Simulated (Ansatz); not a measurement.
# Geometry relaxation of Sb

- system: Sb (Im-3m, 1 atom in the cell)
- method: DFT PBE, scalar-relativistic, plane waves, PAW, no spin polarisation (Ansatz 0.2.0)

The structure was made by swapping elements on the sites of another compound; it need not be a known phase. It belongs to a series of runs on one base structure; here: Mo -> Sb on all its sites, cell and atoms relaxed.

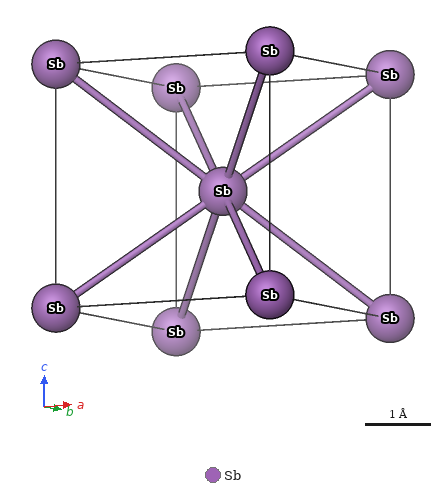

The starting structure (ball-and-stick view of the cell 2 times as large as that of the calculation, set on its symmetry axes, seen at an oblique angle). Near neighbours in the crystal (not all of them lie inside the picture): Sb has 8 Sb at 3.29 Å.

**Results in brief**

```json
{"quantity": "outcome", "value": "converged"}
{"quantity": "space group (tolerance 0.01 Å)", "value": "Im-3m (229)"}
{"quantity": "electrons treated", "value": "15"}
{"quantity": "free energy", "value": "−6484.2545 eV"}
{"quantity": "Fermi energy", "value": "11.361 eV"}
{"quantity": "gap on the k-point mesh", "value": "none (metallic)"}
{"quantity": "pressure", "value": "0.07 GPa"}
{"quantity": "final volume", "value": "27.24 Å³"}
{"quantity": "largest force (length of the vector) at the end", "value": "under 0.001 eV/Å"}
{"quantity": "final cell", "value": "a = 3.283 Å, b = 3.283 Å, c = 3.283 Å, α = 109.47°, β = 109.47°, γ = 109.47°"}
{"quantity": "hardware", "value": "1 thread of Intel Xeon (Sapphire Rapids), 64 GiB of memory available, shared host"}
{"quantity": "wall time", "value": "6 s"}
{"quantity": "peak memory", "value": "0.42 GiB"}
```

**Input**
```yaml
crystal:
  lattice:
    - [-1.8994872634, 1.8994872634, 1.8994872634]
    - [1.8994872634, -1.8994872634, 1.8994872634]
    - [1.8994872634, 1.8994872634, -1.8994872634]
  atoms:
    - { symbol: Sb, position: [0.0, 0.0, 0.0] }
basis:
  ecutwfc: 420
kpoints:
  mp_grid: { grid: [16, 16, 16] }
hamiltonian:
  xc: pbe
scf:
  occupations: { method: gaussian, width: 0.1 }
output:
  forces: true
  stress: true
  eigenvalues: true
  write_density: true
  write_potential: true
  elf: true
  volumetric_format: npy
relax:
  adjacent_minimum: "off"
  f_tol: 0.01
  max_steps: 60
  cell: { stress_tol: 0.1 }
```

Launch command:
```bash
ansatz run input.yaml --threads 1 --pin off --max-ram 2560MiB --backend cpu --events-out ev --progress --plain --runs-dir out
```

**The program's output**
```
Engine: ansatz 0.2.0, x86_64-unknown-linux-gnu
Pseudopotentials: kind: paw
Pseudopotential: Sb, paw, valence charge 15, recommended cutoff 420 eV (normal), Sb.paw.azcp
Functional definition: PBE
  parameter kappa = 0.804
  parameter beta = 0.06672455060314922
  exchange = pbe_x(kappa = kappa, mu = beta*pi^2/3)
  correlation = pbe_c(beta = beta)
Crystal: 1 atoms, lattice volume = 27.414 Å³
Basis set: ecut = 420 eV, 555 PW (Γ), exchange–correlation on 48×48×48 points (8 copies of the dense FFT grid, shifted against one another)
Bands: 12, of which v1, the nominal top of the filled ones, is band 8 counted from 1 (7 counted from 0)
Symmetry: 48 space group operations
Space group: Im-3m (ITA 229), of the structure as read, at distance tolerance 3.0e-5 Å
k-points: 145 of 4096
Non-local potential: Sb, projectors of the file, l = 0: 2, l = 1: 2, l = 2: 2, l = 3: 2
PAW form: soft (Blöchl's): semilocal exchange-correlation on the pseudo side does not see the compensation charge
PAW one-centre angular grid: Sb, 590 points (default); XC on 64 Gauss nodes
Initial density: superposition of atomic densities (neutral atoms: chi_scale 0, normalization atom), corrected by the library's trained network
Initial wavefunctions: pseudopotential atomic-orbital guess
Functional: x = pbe(κ = 0.804, μ = 0.2195149727645171), c = pbe(β = 0.06672455060314922)
SCF iter   1: F=—  HF=-6484.254799 eV  |F-HF|=—  |Δ(HF+E_count)|=         —  Δρ=7.84e-4  dr2=7.82e-5  ethr=1.77e-3  ⟨swp⟩=5.1  Hψ=10111  notcnv=0
preconditioner: auto → Kerker (q_TF=auto, 2.467 Å⁻¹)  [metal: Δε(μ)=0.008 eV  Ē_g=12.376 eV  σ=0.100 eV  W_gap=0.04  n_scr=12 (ndim 8)  ℏωp=15.9 eV  f_vac=0.000  D(μ)=0.75/eV (n_scr^D=0)]
SCF iter   2: F=—  HF=-6484.254305 eV  |F-HF|=—  |Δ(HF+E_count)|=   4.95e-4  Δρ=5.20e-4  dr2=3.79e-5  ethr=5.21e-7  ⟨swp⟩=2.6  Hψ=4135  notcnv=0
SCF iter   3: F=—  HF=-6484.254328 eV  |F-HF|=—  |Δ(HF+E_count)|=   2.35e-5  Δρ=3.41e-4  dr2=1.74e-5  ethr=2.53e-7  ⟨swp⟩=2.0  Hψ=2109  notcnv=0
SCF iter   4: F=—  HF=-6484.254353 eV  |F-HF|=—  |Δ(HF+E_count)|=   2.45e-5  Δρ=7.04e-5  dr2=6.51e-7  ethr=1.16e-7  ⟨swp⟩=2.3  Hψ=2599  notcnv=0
iter 5 did not close the SCF: its close was put off for the readings that it lacked (scf_convergence_deferred on its scf_iter line)
SCF iter   5: F=-6484.254352 eV  HF=-6484.254352 eV  |F-HF|=6.25e-9  |Δ(HF+E_count)|=   4.72e-7  Δρ=7.29e-6  dr2=1.11e-8  ethr=4.34e-9  ⟨swp⟩=2.0  Hψ=2765  notcnv=0
SCF iter   6: F=-6484.254352 eV  HF=-6484.254352 eV  |F-HF|=1.16e-9  |Δ(HF+E_count)|=   7.38e-9  Δρ=2.70e-6  dr2=1.54e-9  ethr=7.38e-11  ⟨swp⟩=6.5  Hψ=9792  notcnv=0
SCF 1 converged in 6 iterations: F = -6484.254352 eV  dr2 = 1.54e-9
  greatest PAW one-centre occupation: 0.996 electrons in one spin orbital (limit 2), on the Sb atom at site 0 (counted from 0), in its partial waves of l = 2
relax step   1: F+E_penalty+E_count = -6484.25435210 eV  Δ(F+E_penalty+E_count) = +0.000e0 eV  max|allowed force component| = 0.000e0 eV/Å  Δτ_max = 0.0000 Å  P = -0.300 GPa  Ω = 27.414 Å³  (6 SCF iters, dr2 threshold 1.00e-7 eV, accepted)
Crystal: 1 atoms, lattice volume = 27.236 Å³
Initial density: handed on by an earlier stage of this run
Initial wavefunctions: those handed on with the density
iter 1 solved again at ethr=1.97e-8 eV; its pass at ethr=3.10e-3 eV (dr2=2.96e-6 eV) is discarded
SCF iter   1: F=—  HF=-6484.254524 eV  |F-HF|=—  |Δ(HF+E_count)|=         —  Δρ=7.47e-5  dr2=9.04e-7  ethr=1.97e-8  ⟨swp⟩=3.0  Hψ=15025  notcnv=0
preconditioner: auto → Kerker (q_TF=auto, 2.470 Å⁻¹)  [metal: Δε(μ)=0.029 eV  Ē_g=12.411 eV  σ=0.100 eV  W_gap=0.16  n_scr=12 (ndim 8)  ℏωp=15.9 eV  f_vac=0.000  D(μ)=0.75/eV (n_scr^D=0)]
SCF iter   2: F=—  HF=-6484.254524 eV  |F-HF|=—  |Δ(HF+E_count)|=   1.65e-7  Δρ=4.89e-5  dr2=4.18e-7  ethr=6.03e-9  ⟨swp⟩=1.0  Hψ=1740  notcnv=0
SCF iter   3: F=-6484.254524 eV  HF=-6484.254524 eV  |F-HF|=6.50e-9  |Δ(HF+E_count)|=   2.33e-7  Δρ=7.35e-6  dr2=1.38e-8  ethr=6.67e-10  ⟨swp⟩=7.4  Hψ=10887  notcnv=0
SCF 2 converged in 3 iterations: F = -6484.254524 eV  dr2 = 1.38e-8
relax step   2: F+E_penalty+E_count = -6484.25452387 eV  Δ(F+E_penalty+E_count) = -1.718e-4 eV  max|allowed force component| = 0.000e0 eV/Å  Δτ_max = 0.0000 Å  P = +0.068 GPa  Ω = 27.236 Å³  energy of the carried Pulay correction = +4.160e-5 eV  (3 SCF iters, dr2 threshold 1.00e-7 eV, accepted)
Initial wavefunctions: pseudopotential atomic-orbital guess (no wavefunctions were taken with the density)
iter 1 solved again at ethr=2.03e-7 eV; its pass at ethr=3.10e-3 eV (dr2=3.05e-5 eV) is discarded
SCF iter   1: F=—  HF=-6484.254478 eV  |F-HF|=—  |Δ(HF+E_count)|=         —  Δρ=9.93e-6  dr2=1.42e-8  ethr=2.03e-7  ⟨swp⟩=2.9  Hψ=14403  notcnv=0
eigensolver tolerance schedule: the retry pair's looser diagonalisation over-reported the residual by 2149.65 of it (diagonalisation noise at 0.16 of the residual, at the tolerance the schedule requests for it); recorded, not acted on — ethr = c·dr2/N_el stays at c = 1.0e-1
SCF iter   2: F=—  HF=-6484.254478 eV  |F-HF|=—  |Δ(HF+E_count)|=   6.38e-7  Δρ=6.32e-6  dr2=7.61e-9  ethr=9.45e-11  ⟨swp⟩=2.1  Hψ=2851  notcnv=0
SCF iter   3: F=—  HF=-6484.254478 eV  |F-HF|=—  |Δ(HF+E_count)|=   4.79e-9  Δρ=1.87e-6  dr2=5.59e-10  ethr=5.07e-11  ⟨swp⟩=2.4  Hψ=2645  notcnv=0
SCF iter   4: F=—  HF=-6484.254478 eV  |F-HF|=—  |Δ(HF+E_count)|=  2.63e-10  Δρ=8.77e-7  dr2=7.68e-11  ethr=3.73e-12  ⟨swp⟩=2.4  Hψ=2828  notcnv=0
SCF iter   5: F=-6484.254478 eV  HF=-6484.254478 eV  |F-HF|=8.19e-12  |Δ(HF+E_count)|=  3.00e-11  Δρ=1.61e-7  dr2=5.72e-12  ethr=1.00e-12  ⟨swp⟩=6.7  Hψ=8146  notcnv=0
SCF 3 converged in 5 iterations: F = -6484.254478 eV  dr2 = 5.72e-12
relax step   3: F+E_penalty+E_count = -6484.25447772 eV  Δ(F+E_penalty+E_count) = +4.614e-5 eV  max|allowed force component| = 0.000e0 eV/Å  Δτ_max = 0.0000 Å  P = +0.069 GPa  Ω = 27.236 Å³  stress off target by 6.91e-2 GPa  SCF on the basis re-selected at this cell (its energy is not comparable with the rows above)  (5 SCF iters)
```

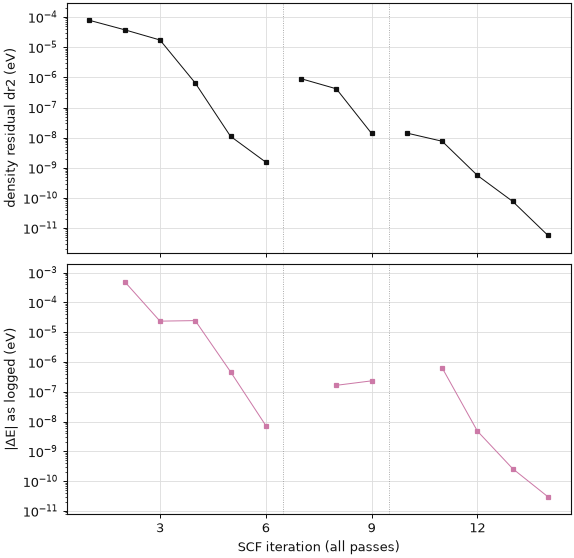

Convergence of the self-consistent field: density residual dr2 and size of the energy change against the SCF iteration. The dotted lines part the SCF passes of the relaxation: geometry steps, rejected trials and re-solves on a re-selected basis. The passes take 6, 3 and 5 iterations.

```
basis re-selected at this cell: Δ(F+E_penalty+E_count) = +4.614e-5 eV, ΔP = +0.001 GPa vs the last step (what re-selecting the basis moved, of the pressure what is left beyond the Pulay correction that the steps carried, after the strain that the cell walked since its last selection, with what the two solves' SCF thresholds leave and, on support functions, any second-order correction that the steps lacked; it is no measure of the basis error at this ecutwfc). This SCF's stress stands 6.91e-2 GPa from its target on what of the cell is left free (relax.cell.stress_tol is 1.00e-1 GPa) and its largest allowed force component is 0.00e0 eV/Å (relax.f_tol is 1.00e-2 eV/Å): within both
SCF converged after 5 iterations
Free energy (F): -6484.254478 eV
Harris-Foulkes:  -6484.254478 eV  (|F-HF|=8.19e-12)
Internal energy: -6484.250718 eV  (E = F + TS)
E sigma→0 (E₀):  -6484.252598 eV
Entropy (-TS):   -0.003760 eV (-3.760 meV/atom)
Fermi energy:    11.361103 eV
--- Per-component energies (eV) ---
  E_band       = -146.910275
  E_kinetic    = 206.392704
  E_local      = -1442.276711  (includes V_loc(G=0)·N_el)
  E_nonlocal   = 361.492882
  E_hartree    = 658.315641
  E_xc         = -138.453345
  E_vxc        = -96.241998  (∫ρ·V_xc dr)
  E_paw        = -4574.501702  (= ΣΔE_a)
  E_vpaw       = -492.908309  (= ΣTr[D̂ρ^β])
  E_aug_tail   = -0.000002  (compensation charges beyond the density's cutoff)
  E_ewald      = -1555.220184
  E_smearing   = -0.003760  (= −TS)
  E_closure    = -0.000000  (closes the sum)
  Σ components = -6484.254478   (vs F -6484.254478, Δ=0.00e0)
--- Forces (eV/Å), atoms counted from 1 ---
  atom   1  Sb     0.00000000     0.00000000    -0.00000000
  max |Σ_I F_I| component: 5.75e-31 eV/Å
--- Stress (GPa, compression-positive) ---
        0.069064      -0.000000       0.000000
        0.000000       0.069064       0.000000
       -0.000000      -0.000000       0.069064
  P = ⅓ Tr σ = 0.0691 GPa (0.691 kbar)
--- Band table (eV; the first three rows and the last of 145) ---
  k-point 0: bands = ["-17.8329", "-17.8329", "-17.8329", "-17.7660", "-17.7660", "-1.3347", "16.8194", "16.8194", "16.8194", "22.5949", "22.5949", "22.5949"]
  k-point 1: bands = ["-17.8336", "-17.8314", "-17.8287", "-17.7669", "-17.7662", "-1.2538", "16.1724", "16.5524", "16.7525", "21.6964", "21.7993", "22.8356"]
  k-point 2: bands = ["-17.8357", "-17.8273", "-17.8166", "-17.7693", "-17.7667", "-1.0114", "14.6701", "15.9208", "16.5586", "20.6266", "20.9283", "22.5437"]
  k-point 144: bands = ["-17.8347", "-17.8347", "-17.7306", "-17.7306", "-17.7306", "5.7705", "9.4528", "9.4528", "9.4528", "14.4366", "14.4366", "28.5807"]
--- Relaxed structure (2 steps of the walk, 2 accepted, 1 SCFs on fresh bases) ---
  F+E_penalty+E_count = -6484.25447772 eV   max|allowed force component| = 0.000e0 eV/Å   (the final SCF, on the basis selected at the relaxed cell)
  cell:  # Å, volume = 27.2356 Å³
    - [-1.8953628250212493, 1.8953628250212493, 1.8953628250212493]
    - [1.8953628250212493, -1.8953628250212493, 1.8953628250212493]
    - [1.8953628250212493, 1.8953628250212493, -1.8953628250212493]
  atoms:
    - { symbol: Sb, position: [0.0, 0.0, 0.0] }
```

**Trajectory as extended XYZ (Å, eV, eV/Å), 3 frames, from step=1 to step=3**
```
1
Lattice="-1.8995 1.8995 1.8995 1.8995 -1.8995 1.8995 1.8995 1.8995 -1.8995" Properties=species:S:1:pos:R:3:forces:R:3 step=1 energy=-6484.25435 pressure_GPa=-0.30
Sb    0.0000    0.0000    0.0000    0.0000   0.0000   0.0000
1
Lattice="-1.8954 1.8954 1.8954 1.8954 -1.8954 1.8954 1.8954 1.8954 -1.8954" Properties=species:S:1:pos:R:3:forces:R:3 step=2 energy=-6484.25452 pressure_GPa=0.07
Sb    0.0000    0.0000    0.0000    0.0000   0.0000   0.0000
1
Lattice="-1.8954 1.8954 1.8954 1.8954 -1.8954 1.8954 1.8954 1.8954 -1.8954" Properties=species:S:1:pos:R:3:forces:R:3 step=3 energy=-6484.25448 pressure_GPa=0.07
Sb    0.0000    0.0000    0.0000    0.0000   0.0000   0.0000
```

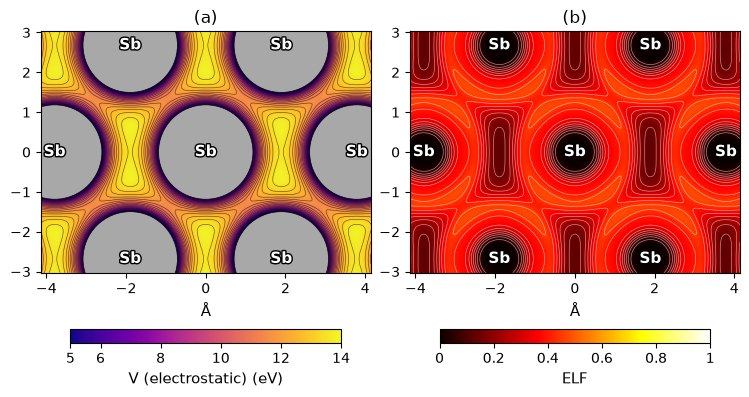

(a) electrostatic potential energy of an electron; (b) ELF on the (110) plane of the conventional cell. Grey discs, where drawn, cover atomic cores. Sb–Sb (3.28 Å): the ELF is about 0.40 at the midpoint (metallic bonding. Outside the cores the potential energy rises away from the atoms and is highest about 2.0 Å from the nearest atoms; outside the discs it spans about 9 eV, and its zero is arbitrary. In a PAW calculation such maps are meaningful between the atoms, not at the nuclei.

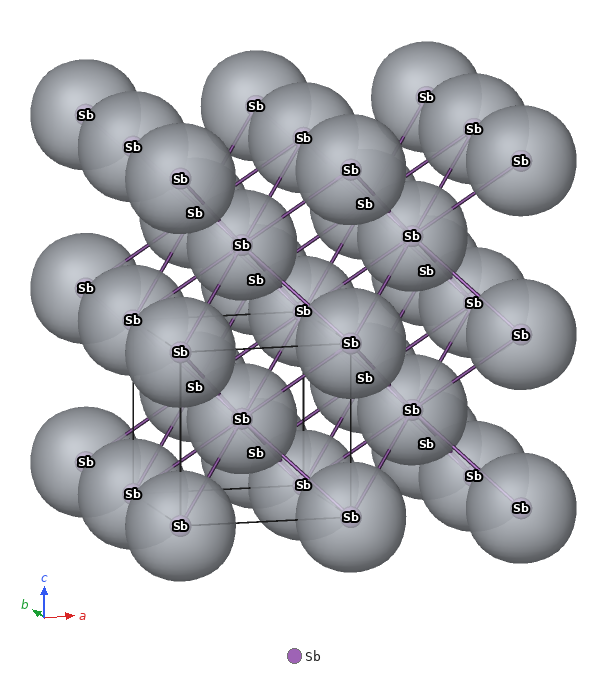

Isosurface of the valence electron density at 0.3 e/Å³ (grey), seen slightly off an axis. Sticks mark near contacts. The outline is the cell set on symmetry axes. At this value the density breaks into separate islands; it holds about 80 % of the electrons treated as valence (semicore included). It is pinched off along the Sb–Sb (3.28 Å) contacts. On the grid the lowest density along these lines, outside the cores, is 0.19 e/Å³ (Sb–Sb, 3.28 Å).
